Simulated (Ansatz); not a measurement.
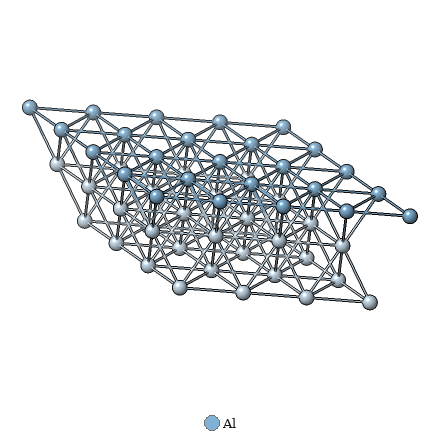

The system is O on an Al(111) slab cut from the Fm-3m phase, its upper half relaxed before the scan (12 atoms of substrate and one adsorbate in a 2 × 2 cell); the picture shows it without the atoms that are moved over the map. 
- O is moved over the surface cell; relaxed at each place: the height of the adsorbate's atoms; substrate rigid; the origin of the map has the adsorbate above Al9.
- Places are given modulo a cell vector. The map is drawn in real space over the plane of the surface.
- Grid: 6 × 6 points; 10 points were computed and 26 follow by symmetry.
- Places are given in fractions of the 1 × 1 surface cell.
- Energies are in eV, from the lowest grid point.
- Theory: Ansatz 0.2.0, DFT PBE, scalar-relativistic, plane waves, PAW. Settings: cutoff 420 eV, k-mesh 6×6×1, gaussian smearing 0.1 eV, no spin polarisation.

Range: position of O13 along the first surface vector from 0.000 to 0.833; position of O13 along the second surface vector from 0.000 to 0.833.

What will the energy surface look like?

Answer. The lowest grid point is at a threefold hollow over a third-layer Al atom, (4/6, 2/6) of the cell vectors. A higher local minimum lies near a threefold hollow over a second-layer Al atom, (2/6, 4/6) of the cell vectors (0.46 eV above the lowest at that grid point). The highest grid point, the top site over a surface Al atom, (0/6, 0/6) of the cell vectors, lies 2.92 eV above the lowest. On the interpolated surface the easiest way out of the lowest well to the well at a threefold hollow over a second-layer Al atom, (2/6, 4/6) of the cell vectors passes a barrier of about 0.85 eV. At the lowest point the adsorbate has 3 Al at 1.86 Å as nearest neighbours, at the highest 1 Al at 1.67 Å. Its relaxed height above the top atom is 0.85 Å at the lowest and 1.67 Å at the highest point.

```tsv
second ↓, first →	0/6	1/6	2/6	3/6	4/6	5/6
5/6	2.67	2.19	1.12	1.12	2.19	2.67
4/6	1.85	1.12	0.46	1.12	1.85	2.10
3/6	0.80	1.12	1.12	0.80	0.87	0.87
2/6	1.85	2.19	1.85	0.87	0.00	0.87
1/6	2.67	2.67	2.10	0.87	0.87	2.10
0/6	2.92	2.67	1.85	0.80	1.85	2.67
```

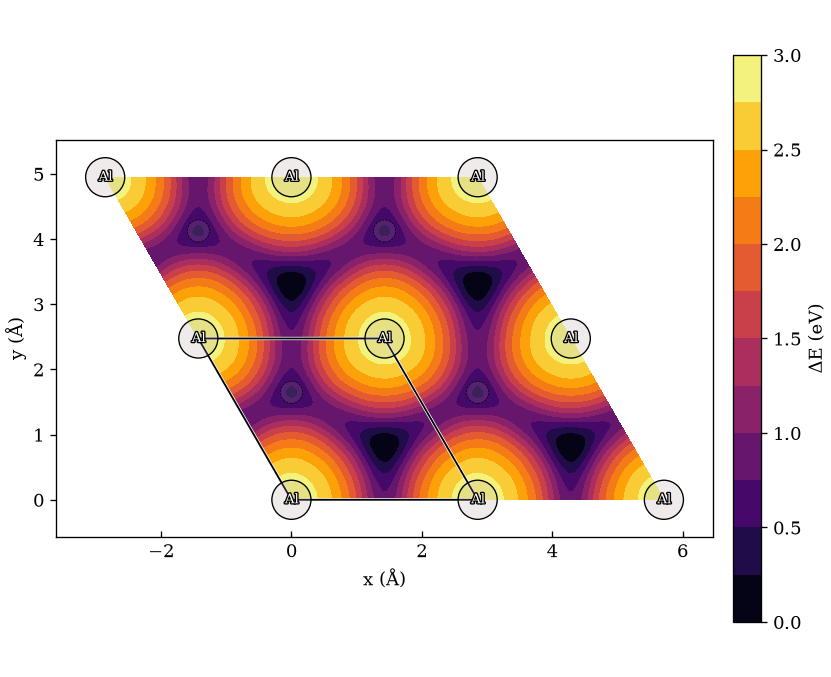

Drawn: filled contours, labelled circles for the atoms of the top layer and small ones for the second layer, the outline of one cell of the 2 × 2 shown. Between grid points the surface is interpolated.

The whole map (10 points run) took 4.1 min on 4 threads of Arm Neoverse V1, with other jobs on the host.
